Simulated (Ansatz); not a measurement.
## Au: single-point calculation (part 2 of 2)

Au (slab, 15 atoms in the cell); DFT PBE, scalar-relativistic, plane waves, PAW, no spin polarisation (Ansatz 0.2.0); cutoff 420 eV, 8×4×1 k-mesh, Gaussian smearing of 0.1 eV. The structure derives from an entry of the Crystallography Open Database. It belongs to a series of runs on one base structure; here: the film alone at its places in the stack.

**Output, continued**
```
  k-point 2: bands = ["-104.3641", "-104.3521", "-104.3495", "-104.3455", "-104.3439", "-104.3419", "-104.3171", "-104.3082", "-104.3053", "-103.8959", "-103.8747", "-103.8714", "-103.8362", "-103.8317", "-103.6177", "-55.9122", "-55.9074", "-55.8939", "-55.8566", "-55.8399", "-55.8186", "-55.8099", "-55.8066", "-55.8001", "-55.7978", "-55.7975", "-55.7961", "-55.7865", "-55.7843", "-55.7805", "-55.7732", "-55.7718", "-55.7694", "-55.7594", "-55.7585", "-55.7556", "-55.7443", "-55.7386", "-55.7359", "-55.7280",
      "-55.7150", "-55.7144", "-55.4923", "-55.4275", "-55.3804", "-55.3686", "-55.3550", "-55.3259", "-55.3237", "-55.3201", "-55.2767", "-55.2754", "-55.2700", "-55.2693", "-55.2601", "-55.2347", "-55.2254", "-55.1485", "-55.0540", "-55.0270", "-7.1624", "-7.0857", "-5.7663", "-5.6990", "-5.4182", "-5.2116", "-5.1882", "-5.0137", "-5.0006", "-4.9633", "-4.7302", "-4.6725", "-4.6061", "-4.5946", "-4.5135", "-4.4859", "-4.2577", "-4.2243", "-4.2068", "-4.1904",
      "-4.1074", "-4.0732", "-4.0128", "-3.9391", "-3.8517", "-3.7722", "-3.6997", "-3.6848", "-3.6825", "-3.6030", "-3.5421", "-3.5198", "-3.4217", "-3.3899", "-3.3119", "-3.1024", "-3.0718", "-3.0274", "-2.9905", "-2.9792", "-2.7836", "-2.6860", "-2.6806", "-2.4347", "-2.3874", "-2.3657", "-2.3456", "-2.2493", "-2.2347", "-2.1092", "-2.0692", "-2.0516", "-1.9368", "-1.8988", "-1.7640", "-1.7258", "-1.6888", "-1.6677", "-1.6575", "-1.5693",
      "-1.5380", "-1.5247", "-1.5082", "-1.4980", "-1.4459", "-1.4020", "-1.3990", "-1.3039", "-1.2928", "-1.2783", "-1.2222", "-1.1098", "-1.0955", "-1.0945", "-0.9849", "-0.8757", "-0.7206", "-0.7158", "-0.5871", "-0.2740", "-0.2176", "1.4401", "1.5553", "1.8829", "1.9618", "1.9807", "2.1921", "2.8990", "4.4244", "4.5889", "4.6493", "4.7066", "4.9162", "5.6850", "5.9827", "6.0111", "6.0403", "6.0422", "6.4510", "6.4512",
      "6.6682", "6.6998", "6.8272", "6.8390", "7.0658", "7.0710", "7.7151", "7.7218", "7.9667", "8.0706", "8.0783"]
  k-point 17: bands = ["-104.3638", "-104.3516", "-104.3492", "-104.3453", "-104.3448", "-104.3420", "-104.3165", "-104.3089", "-104.3054", "-103.8960", "-103.8747", "-103.8714", "-103.8362", "-103.8317", "-103.6177", "-55.9196", "-55.9157", "-55.8975", "-55.8445", "-55.8386", "-55.8309", "-55.8273", "-55.8248", "-55.8044", "-55.8022", "-55.7936", "-55.7911", "-55.7827", "-55.7754", "-55.7738", "-55.7728", "-55.7672", "-55.7607", "-55.7598", "-55.7584", "-55.7582", "-55.7495", "-55.7427", "-55.7355", "-55.7162",
      "-55.7144", "-55.7121", "-55.4871", "-55.4258", "-55.3803", "-55.3688", "-55.3556", "-55.3279", "-55.3209", "-55.3201", "-55.2776", "-55.2732", "-55.2692", "-55.2671", "-55.2616", "-55.2335", "-55.2255", "-55.1484", "-55.0542", "-55.0269", "-5.5178", "-5.4536", "-5.3753", "-5.3751", "-5.3258", "-5.2914", "-5.2090", "-5.1619", "-4.8515", "-4.7717", "-4.6884", "-4.4951", "-4.4739", "-4.3762", "-4.3126", "-4.2215", "-4.1362", "-4.1249", "-4.1232", "-3.9946",
      "-3.9637", "-3.7068", "-3.6875", "-3.6148", "-3.6065", "-3.5873", "-3.5724", "-3.5334", "-3.5275", "-3.4973", "-3.3418", "-3.3310", "-3.2902", "-3.2746", "-3.2309", "-3.1352", "-3.0945", "-3.0832", "-3.0488", "-3.0289", "-2.9584", "-2.8749", "-2.7827", "-2.7698", "-2.7494", "-2.7143", "-2.5374", "-2.4846", "-2.3980", "-2.2534", "-2.2284", "-2.2136", "-2.1286", "-2.1121", "-2.1069", "-2.0541", "-1.9941", "-1.9924", "-1.9733", "-1.9444",
      "-1.9179", "-1.8720", "-1.7830", "-1.5111", "-1.4640", "-1.4526", "-1.4454", "-1.4393", "-1.2283", "-1.1899", "-0.9466", "-0.9336", "-0.8332", "-0.7787", "-0.7786", "-0.7516", "-0.6444", "-0.6429", "-0.6403", "-0.0796", "-0.0698", "0.5852", "0.6237", "1.5585", "1.6984", "1.7170", "1.7841", "2.6667", "2.6724", "3.6546", "3.6884", "3.8709", "4.2141", "4.3594", "4.4703", "4.6797", "5.1049", "5.1360", "6.2056", "6.2118",
      "6.3468", "6.9057", "7.0452", "7.6614", "7.6791", "8.0676", "8.2515", "8.2625", "8.3509", "8.3783", "8.4402"]
```

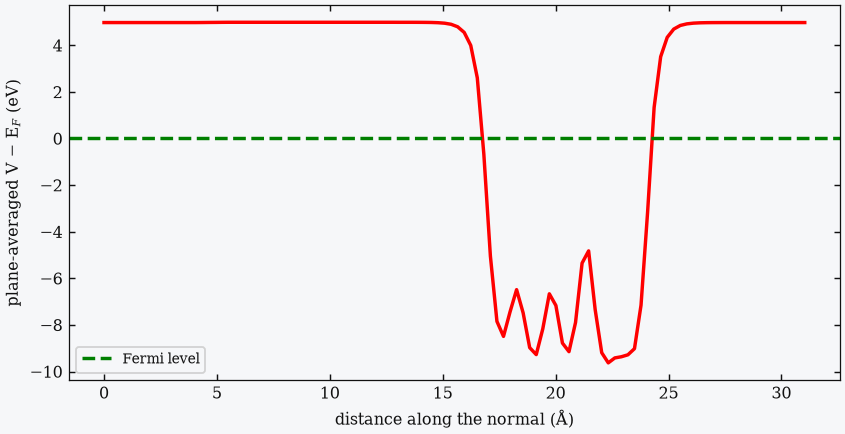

*Plane average of the electrostatic potential energy of an electron across the cell, from the Fermi level.*

The vacuum level lies 4.98 eV above the Fermi level.

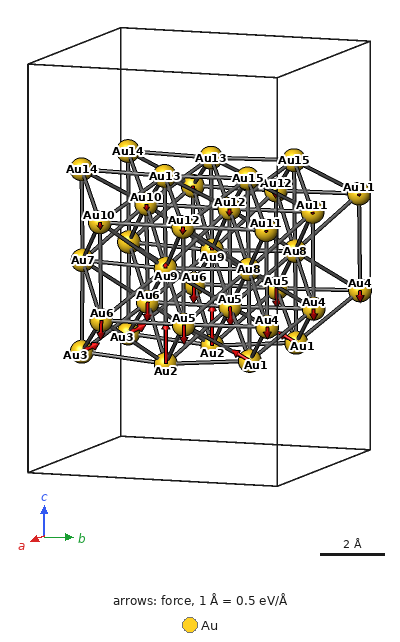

*Forces on the atoms as red arrows (ball-and-stick view of the 2 × 1 repeat of the cell, with the vacuum cut short, seen slightly off an axis; atoms are numbered from 1 in the order of the input); the smallest are left out.*

The largest act on Au2 (0.69 eV/Å); Au1, Au3 (0.35 eV/Å); Au5, Au6 (0.33 eV/Å); Au4 (0.21 eV/Å). The geometry is not a stationary point of this energy.

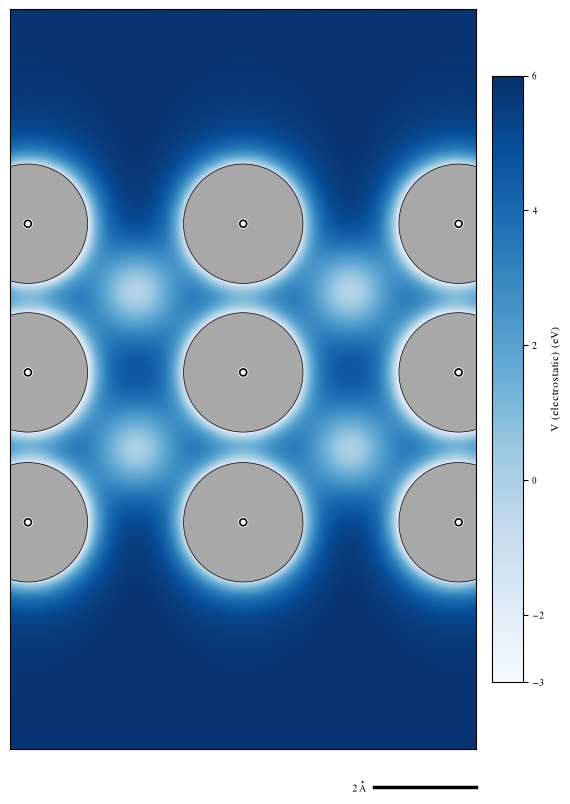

*Electrostatic potential energy of an electron on the (010) plane of the calculation cell, a cut from vacuum to vacuum. Circles mark the nuclei in the plane (Au). Grey discs, where drawn, cover atomic cores.*

Atoms in the plane: Au. Core electrons are frozen (PAW), so the fields are smoothed inside the atomic spheres.

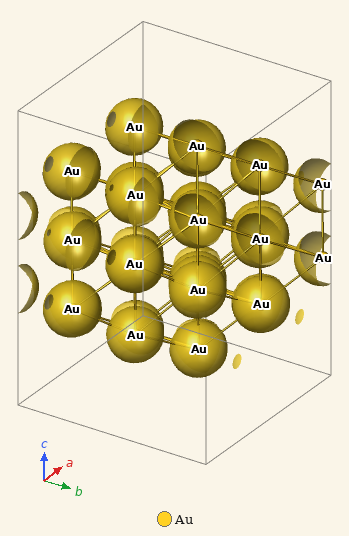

*Isosurface of the valence charge density (pseudo) at 0.6 e/Å³ (yellow), seen at an oblique angle. Sticks mark near contacts.*

At this value the density breaks into separate islands; it holds about 80 % of the electrons treated as valence (semicore included). It is pinched off along the Au–Au (2.75 Å), Au–Au (2.81 Å), Au–Au (2.85 Å) and Au–Au (2.90 Å) contacts. On the grid the lowest density along these lines, outside the cores, is 0.36 e/Å³ (Au–Au, 2.75 Å), 0.32 e/Å³ (Au–Au, 2.81 Å), 0.3 e/Å³ (Au–Au, 2.85 Å) and 0.28 e/Å³ (Au–Au, 2.90 Å).

This output came from the following input.

**Input file**
```yaml
crystal:
  lattice:
    - [4.2144047902, 0.0, 0.0]
    - [0.0, 8.4288095804, 0.0]
    - [0.0, 0.0, 31.3236793731]
  atoms:
    - { symbol: Au, position: [0.4963041507, 0.7955212405, 0.5635293066] }
    - { symbol: Au, position: [0.4962934484, 0.4586564304, 0.5559339456] }
    - { symbol: Au, position: [0.4962767817, 0.1218536134, 0.5636005772] }
    - { symbol: Au, position: [0.9962915453, 0.9585379568, 0.6098971392] }
    - { symbol: Au, position: [0.9963052388, 0.6238304116, 0.6074977838] }
    - { symbol: Au, position: [0.9962830924, 0.2934508812, 0.6075052261] }
    - { symbol: Au, position: [0.496249943, 0.1250526156, 0.6571829006] }
    - { symbol: Au, position: [0.4962808467, 0.7907617631, 0.6571429407] }
    - { symbol: Au, position: [0.4962746862, 0.4580077429, 0.6534179692] }
    - { symbol: Au, position: [0.9962012454, 0.2875618672, 0.7075117247] }
    - { symbol: Au, position: [0.9962267908, 0.9544441064, 0.7087068302] }
    - { symbol: Au, position: [0.9962212596, 0.621278216, 0.7074309743] }
    - { symbol: Au, position: [0.4961987584, 0.4538850251, 0.7479280043] }
    - { symbol: Au, position: [0.4962087819, 0.1211108252, 0.7500809481] }
    - { symbol: Au, position: [0.4962239004, 0.7865999174, 0.7499986501] }
basis:
  ecutwfc: 420
kpoints:
  mp_grid: { grid: [8, 4, 1] }
hamiltonian:
  xc: pbe
scf:
  occupations: { method: gaussian, width: 0.1 }
output:
  forces: true
  stress: true
  eigenvalues: true
  write_density: true
  write_potential: true
  elf: true
  volumetric_format: npy
efield:
  axis: 3
  dipole_correction: true
  ramp_width: 0.04
```

Run as:
```bash
ansatz run input.yaml --threads 8 --pin off --max-ram 20480MiB --backend cpu --events-out ev --progress --plain --runs-dir out
```

**Key numbers**

- outcome: converged
- electrons treated: 285
- free energy: −197235.8584 eV
- work function, top face: 4.98 eV
- work function, bottom face: 4.99 eV
- Fermi energy: 0.847 eV
- gap on the k-point mesh: none (metallic)
- work function (upper face): 4.98 eV
- largest force (length of the vector): 0.685 eV/Å
- hardware: 8 threads of Arm Neoverse V2, 24 GiB of memory available, shared host
- wall time: 77 s (CPU time 9.8 min)
- peak memory: 7 GiB

Spin–orbit coupling is left out, which matters for Au.
